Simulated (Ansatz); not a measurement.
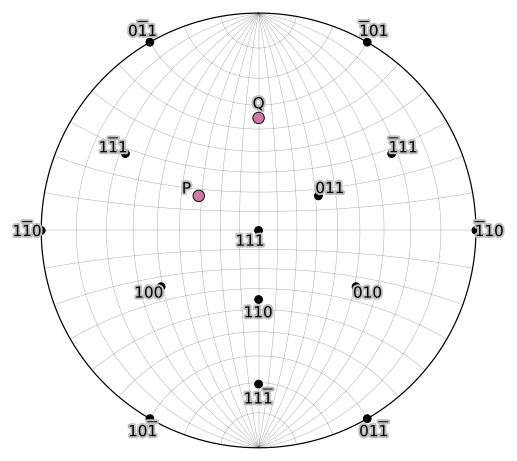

Stereographic projection of plane normals (upper hemisphere) centred on (1 1 1). Crystal: AlAs, the input geometry of an electronic-structure calculation (not necessarily at equilibrium). Symmetry computed with spglib at a tolerance of 0.002 Å; standard conventional cell.

a = 5.728 Å, b = 5.728 Å, c = 5.728 Å, α = 90.00°, β = 90.00°, γ = 90.00°.

Question: Index the poles marked P, Q.

Answer: P is (1 0 1), 35.3° from the centre; Q is (0 0 1), 54.7° from the centre.

Question: What is the angle between the normals of (1 −1 1) and (0 1 0), and what are their d_hkl = 1/|g|?

Answer: 125.3°; d = 3.307 Å and 5.728 Å.
